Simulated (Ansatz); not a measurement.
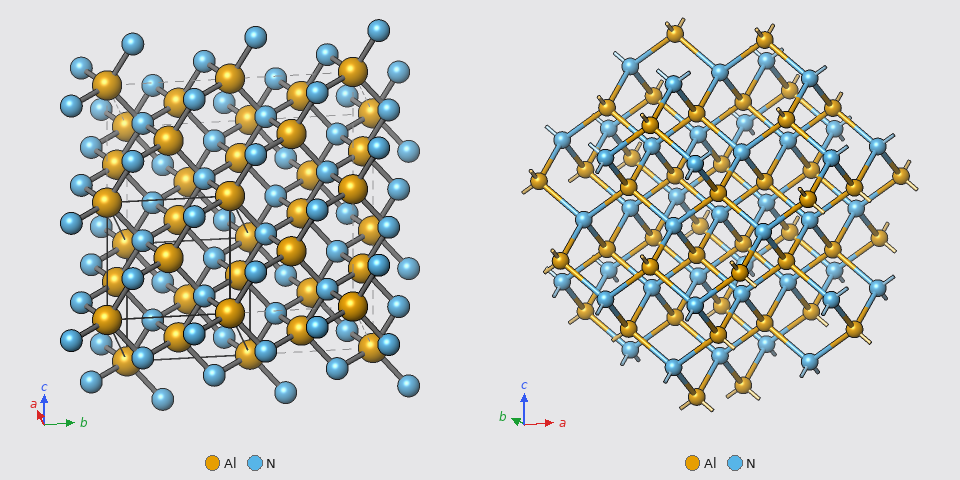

Left: the structure. Right: its underlying net. Nodes are coloured by element. Short stubs are edges that leave the cut-out.

System AlN (space group F-43m, No. 216); source of the atomic positions: the geometry relaxed with DFT, PBE, plane waves, PAW in Ansatz 0.2.0.

Bonds are taken as Al–N below 2.1 Å; no other contact counts. Simplification: prune 0- and 1-connected atoms, fold 2-connected ones into links.

The result is a uninodal 4-connected, three-periodic net: Al and N are 4-connected nodes. It is the dia net, known from diamond, zinc blende and cristobalite. It is a single net, without interpenetration.

```
    node  links  point symbol             coordination sequence
Al and N      4           6^6  4 12 24 42 64 92 124 162 204 252
```
